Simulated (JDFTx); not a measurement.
Single-point calculation of PtS₂

PtS₂ (3 atoms in the cell), computed with Kohn-Sham DFT of a periodic cell, PBE, PseudoDojo-SR-PBE-0.5-standard, no spin polarisation (JDFTx 1.7.0 (patched build)).

The structure derives from an entry of the Crystallography Open Database. It belongs to a series of runs on one base structure; here: atoms moved at random by about 0.05 A.

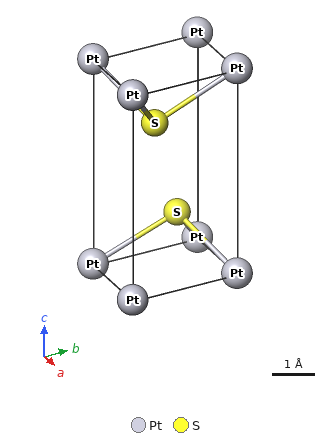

Figure 1. The structure (ball-and-stick view of the cell of the calculation, seen slightly off an axis).

### Input
```
lattice \
    6.6956776048    -3.3478388024     0.0000000000 \
    0.0000000000     5.7986269013     0.0000000000 \
    0.0000000000     0.0000000000     9.5219519968
coords-type Lattice
ion Pt    -0.0005740000    -0.0065100000     0.0100490000 1
ion S      0.6671830000     0.3310740000     0.7716870000 1
ion S      0.3350640000     0.6714820000     0.2343540000 1

ion-species pseudo/Pt.upf
ion-species pseudo/S.upf
elec-cutoff 42 336
elec-ex-corr gga-PBE
kpoint-folding 9 9 5
elec-smearing Fermi 0.0018374661
elec-n-bands 22
electronic-SCF nIterations 100 energyDiffThreshold 1e-09
electronic-minimize nIterations 30 energyDiffThreshold 1e-7
converge-empty-states yes
forces-output-coords Cartesian

dump-name run.$VAR
dump End Ecomponents EigStats BandEigs Kpoints Forces Stress ElecDensity Dtot KEdensity
```

Run as:
```bash
jdftx -c 1 -i PtS2.in -o PtS2.out
```

### What the program printed
```
*************** JDFTx 1.7.0 (patched build) ***************

Input parsed successfully to the following command list (including defaults):
[... the input with its defaults ...]

---------- Setting up symmetries ----------

Found 24 point-group symmetries of the bravais lattice
Found 1 space-group symmetries with basis
Applied RMS atom displacement 0 bohrs to make symmetries exact.

---------- Initializing the Grid ----------
R =
[      6.69568     -3.34784            0  ]
[            0      5.79863            0  ]
[            0            0      9.52195  ]
unit cell volume = 369.697
G =
[   0.938394   0.541782         -0  ]
[          0    1.08356          0  ]
[          0         -0   0.659863  ]
Minimum fftbox size, Smin = [  56  56  80  ]
Chosen fftbox size, S = [  56  56  80  ]

---------- Initializing tighter grid for wavefunction operations ----------
R =
[      6.69568     -3.34784            0  ]
[            0      5.79863            0  ]
[            0            0      9.52195  ]
unit cell volume = 369.697
G =
[   0.938394   0.541782         -0  ]
[          0    1.08356          0  ]
[          0         -0   0.659863  ]
Minimum fftbox size, Smin = [  40  40  56  ]
Chosen fftbox size, S = [  40  40  56  ]

---------- Exchange Correlation functional ----------
Initalized PBE GGA exchange.
Initalized PBE GGA correlation.

---------- Setting up pseudopotentials ----------
Width of ionic core gaussian charges (only for fluid interactions / plotting) set to 0

Reading pseudopotential file 'pseudo/Pt.upf':
  'Pt' pseudopotential, 'PBE' functional
  Generated using ONCVPSP code by D. R. Hamann
  18 valence electrons, 4 orbitals, 8 projectors, 1001 radial grid points, with lMax = 3
    5S    l: 0   occupation:  2.0   eigenvalue: -3.741794
    5P    l: 1   occupation:  6.0   eigenvalue: -2.058655
    5D    l: 2   occupation:  9.0   eigenvalue: -0.225689
    6S    l: 0   occupation:  1.0   eigenvalue: -0.207978
  Core radius for overlap checks: 1.88 bohrs.

Reading pseudopotential file 'pseudo/S.upf':
  'S' pseudopotential, 'PBE' functional
  Generated using ONCVPSP code by D. R. Hamann
  6 valence electrons, 2 orbitals, 6 projectors, 1001 radial grid points, with lMax = 2
    3S    l: 0   occupation:  2.0   eigenvalue: -0.634163
    3P    l: 1   occupation:  4.0   eigenvalue: -0.257567
  Core radius for overlap checks: 1.43 bohrs.

Initialized 2 species with 3 total atoms.

Folded 1 k-points by 9x9x5 to 405 k-points.

---------- Setting up k-points, bands, fillings ----------
Adding inversion symmetry to k-mesh for non-inversion-symmetric unit cell.
Reduced to 203 k-points under symmetry.
Computing the number of bands and number of electrons
Calculating initial fillings.
nElectrons:  30.000000   nBands: 22   nStates: 203

----- Setting up reduced wavefunction bases (one per k-point) -----
average nbasis = 4805.484 , ideal nbasis = 4806.330

---------- Setting up ewald sum ----------
Optimum gaussian width for ewald sums = 2.384177 bohr.
Real space sum over 1089 unit cells with max indices [  5  5  4  ]
Reciprocal space sum over 2873 terms with max indices [  6  6  8  ]

---------- Allocating electronic variables ----------
Initializing wave functions:  linear combination of atomic orbitals
Note: number of bands (22) exceeds available atomic orbitals (18)
Pt pseudo-atom occupations:   s ( 2 0 )  p ( 6 )  d ( 10 )
S pseudo-atom occupations:   s ( 2 )  p ( 4 )
	FillingsUpdate:  mu: +0.482704097  nElectrons: 30.000000
LCAOMinimize: Iter:   0  F: -140.7388268921777694  |grad|_K:  6.633e-03  alpha:  1.000e+00
	FillingsUpdate:  mu: +0.556461346  nElectrons: 30.000000
LCAOMinimize: Iter:   1  F: -141.3755507796706752  |grad|_K:  3.352e-03  alpha:  4.412e-01  linmin:  1.843e-01  cgtest: -9.219e-01
LCAOMinimize: 	Bad step direction: g.d > 0.
[... 16 lines of inner loops ...]
LCAOMinimize: Iter:   8  F: -141.5589883934801776  |grad|_K:  1.899e-06  alpha:  3.432e-01  linmin:  8.106e-05  cgtest: -1.172e-03
	FillingsUpdate:  mu: +0.433209808  nElectrons: 30.000000
LCAOMinimize: Iter:   9  F: -141.5589884819457893  |grad|_K:  8.041e-07  alpha:  4.993e-01  linmin:  3.472e-04  cgtest:  2.146e-04
LCAOMinimize: Converged (|Delta F|<1.000000e-06 for 2 iters).

-------- Electronic minimization -----------
Will mix electronic density at each iteration.
	FillingsUpdate:  mu: +0.433209808  nElectrons: 30.000000
	FillingsUpdate:  mu: +0.420484798  nElectrons: 30.000000
SCF: Cycle:  0   F: -141.673187678116363   dF: -1.142e-01   |Residual|: 1.341e-01   |deigs|: 1.376e-01
	FillingsUpdate:  mu: +0.421216053  nElectrons: 30.000000
SCF: Cycle:  1   F: -141.716295066903854   dF: -4.311e-02   |Residual|: 6.784e-02   |deigs|: 1.159e-02
	FillingsUpdate:  mu: +0.420427016  nElectrons: 30.000000
SCF: Cycle:  2   F: -141.722280880214470   dF: -5.986e-03   |Residual|: 2.334e-02   |deigs|: 6.222e-03
	FillingsUpdate:  mu: +0.421358757  nElectrons: 30.000000
SCF: Cycle:  3   F: -141.723346526972307   dF: -1.066e-03   |Residual|: 1.198e-02   |deigs|: 3.464e-03
	FillingsUpdate:  mu: +0.422186556  nElectrons: 30.000000
SCF: Cycle:  4   F: -141.723351208402335   dF: -4.681e-06   |Residual|: 3.248e-03   |deigs|: 8.875e-04
	FillingsUpdate:  mu: +0.422228538  nElectrons: 30.000000
SCF: Cycle:  5   F: -141.723375510725162   dF: -2.430e-05   |Residual|: 1.048e-03   |deigs|: 2.231e-04
	FillingsUpdate:  mu: +0.422368456  nElectrons: 30.000000
SCF: Cycle:  6   F: -141.723377052259735   dF: -1.542e-06   |Residual|: 4.436e-04   |deigs|: 1.397e-04
	FillingsUpdate:  mu: +0.422393925  nElectrons: 30.000000
SCF: Cycle:  7   F: -141.723377415559810   dF: -3.633e-07   |Residual|: 1.509e-04   |deigs|: 4.962e-05
	FillingsUpdate:  mu: +0.422403816  nElectrons: 30.000000
SCF: Cycle:  8   F: -141.723377533500297   dF: -1.179e-07   |Residual|: 4.151e-05   |deigs|: 2.533e-05
	FillingsUpdate:  mu: +0.422404729  nElectrons: 30.000000
SCF: Cycle:  9   F: -141.723377580897449   dF: -4.740e-08   |Residual|: 2.660e-05   |deigs|: 2.243e-05
	FillingsUpdate:  mu: +0.422402140  nElectrons: 30.000000
SCF: Cycle: 10   F: -141.723377599396002   dF: -1.850e-08   |Residual|: 2.160e-05   |deigs|: 1.626e-05
	FillingsUpdate:  mu: +0.422402307  nElectrons: 30.000000
SCF: Cycle: 11   F: -141.723377607783419   dF: -8.387e-09   |Residual|: 9.354e-06   |deigs|: 1.683e-05
	FillingsUpdate:  mu: +0.422402847  nElectrons: 30.000000
SCF: Cycle: 12   F: -141.723377611158611   dF: -3.375e-09   |Residual|: 2.557e-06   |deigs|: 1.119e-05
	FillingsUpdate:  mu: +0.422402697  nElectrons: 30.000000
SCF: Cycle: 13   F: -141.723377612719389   dF: -1.561e-09   |Residual|: 1.524e-06   |deigs|: 1.120e-05
	FillingsUpdate:  mu: +0.422402651  nElectrons: 30.000000
SCF: Cycle: 14   F: -141.723377613319371   dF: -6.000e-10   |Residual|: 7.239e-07   |deigs|: 7.396e-06
	FillingsUpdate:  mu: +0.422402646  nElectrons: 30.000000
SCF: Cycle: 15   F: -141.723377613644374   dF: -3.250e-10   |Residual|: 2.538e-07   |deigs|: 1.351e-05
SCF: Converged (|Delta E|<1.000000e-09 for 2 iters).

Setting wave functions to eigenvectors of Hamiltonian
Converging empty states (this may take a while): |deigs|: 2.142e-04

# Stress tensor in Cartesian coordinates [Eh/a0^3]:
[ -0.000366034   8.1343e-06 -1.31597e-05  ]
[   8.1343e-06 -0.000326713  3.04741e-05  ]
[ -1.31597e-05  3.04741e-05 -0.000289001  ]

# Ionic positions in lattice coordinates:
ion Pt  -0.000574000000000  -0.006510000000000   0.010049000000000 1
ion S   0.667183000000000   0.331074000000000   0.771687000000000 1
ion S   0.335064000000000   0.671482000000000   0.234354000000000 1

# Forces in Cartesian coordinates:
force Pt  -0.003248526209736   0.009241839275626  -0.014316311134650 1
force S   0.000399239223853  -0.001729249423507  -0.011190740243314 1
force S   0.002846362361094  -0.007510659039309   0.025508922064189 1

# Energy components:
   Eewald =      -89.8080711789542789
       EH =       44.2317708151365068
     Eloc =     -133.0199935369316506
      Enl =       11.0237892346495290
      Exc =      -30.0860604265666076
 Exc_core =       10.9107020278776456
       KE =       45.0244857241805576
-------------------------------------
     Etot =     -141.7233773406082946
       TS =        0.0000002730360719
-------------------------------------
        F =     -141.7233776136443737

IonicMinimize: Iter:   0  F: -141.723377613644374  |grad|_K:  1.128e-02
IonicMinimize: None of the convergence criteria satisfied after 0 iterations.

#--- Lowdin population analysis ---
# oxidation-state Pt +0.673
# oxidation-state S -0.234 -0.201

Dumping 'run.eigStats' ...
	eMin: -3.255306 at state 2 ( [ +0.000000 +0.000000 +0.400000 ] spin 0 )
	HOMO: +0.405898 at state 104 ( [ +0.222222 -0.222222 +0.200000 ] spin 0 )
	mu  : +0.422403
	LUMO: +0.438678 at state 128 ( [ +0.333333 +0.333333 +0.000000 ] spin 0 )
	eMax: +0.849800 at state 0 ( [ +0.000000 +0.000000 +0.000000 ] spin 0 )
	HOMO-LUMO gap: +0.032780
	Optical gap  : +0.037563 at state 9 ( [ +0.000000 +0.222222 +0.200000 ] spin 0 )
Done!
```

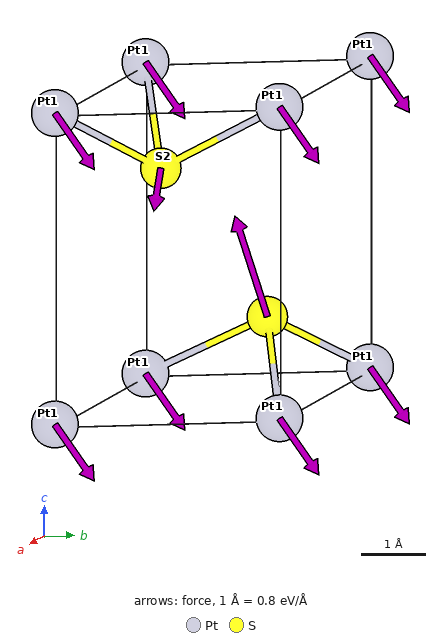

Figure 2. Forces on the atoms as pink arrows (ball-and-stick view of the cell of the calculation, seen slightly off an axis; atoms are numbered from 1 in the order of the input). The largest act on S3 (1.38 eV/Å); Pt1 (0.89 eV/Å); S2 (0.58 eV/Å). The geometry is not a stationary point of this energy.

### Key numbers

- outcome: converged
- space group (tolerance 0.01 Å): P1 (1)
- electrons treated: 30
- free energy: −3856.4896 eV
- gap on the k-point mesh: 0.89 eV
- pressure: 9.63 GPa
- largest force (length of the vector): 1.375 eV/Å
- hardware: 1 thread of Arm Neoverse V1, 24 GiB of memory available, shared host
- wall time: 21 min
- peak memory: 1.4 GiB

### Notes

Spin–orbit coupling is left out, which matters for Pt. The cell is under a pressure of 9.6 GPa at this level, so it is not at its equilibrium volume.
